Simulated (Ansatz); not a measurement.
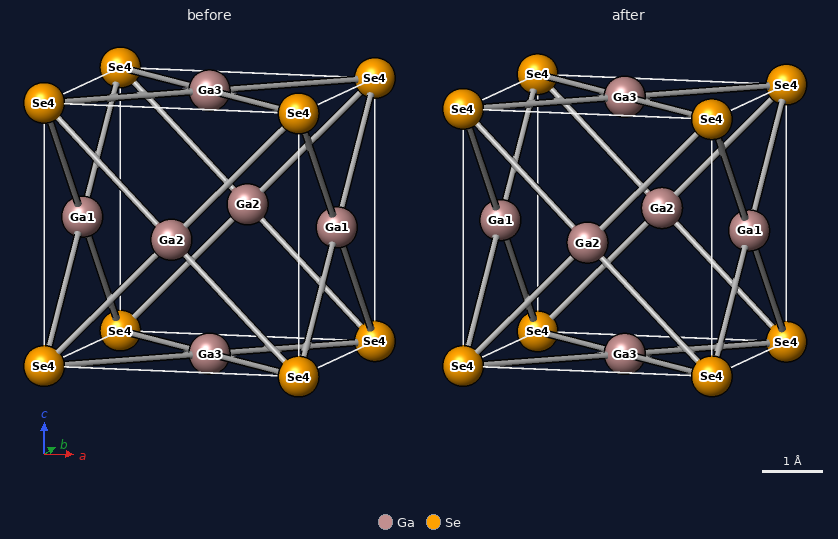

The structure of a crystal of Ga$_{3}$Se (set up in Pm-3m) before (left) and after (right) a relaxation, at one scale.

The picture is a ball-and-stick view of the cell of the calculation, seen slightly off an axis.

Case: dispersion relaxed: D3(BJ)+ATM.

Computed with DFT PBE+D3(BJ)+ATM, scalar-relativistic, plane waves, PAW (Ansatz 0.2.0). Settings: plane-wave cutoff 420 eV; k-point mesh 10 × 10 × 10; occupations gaussian; smearing width 0.1 eV; no spin polarisation; cell and atoms relaxed; force threshold 0.01 eV/Å; at most 60 steps.

Question: Summarise the run.

Answer: No atom moves by more than 0.005 Å relative to the cell. The volume changes by −6.7 %, with a = b = c 4.432 → 4.332 Å (−2.3 %). Some distances before and after: Ga1–Se4 3.134 → 3.063 Å. The space group stays Pm-3m (No. 221). After 2 accepted moves (3 points after the start) the energy has fallen by 12.2 meV per atom. All forces vanish by symmetry, so only the cell relaxes. The pressure goes from −2.56 to 0.04 GPa. At 1 point the geometry stayed and the basis and grid were re-selected for the new cell (energy shift of 0.3 meV per atom at most each time).
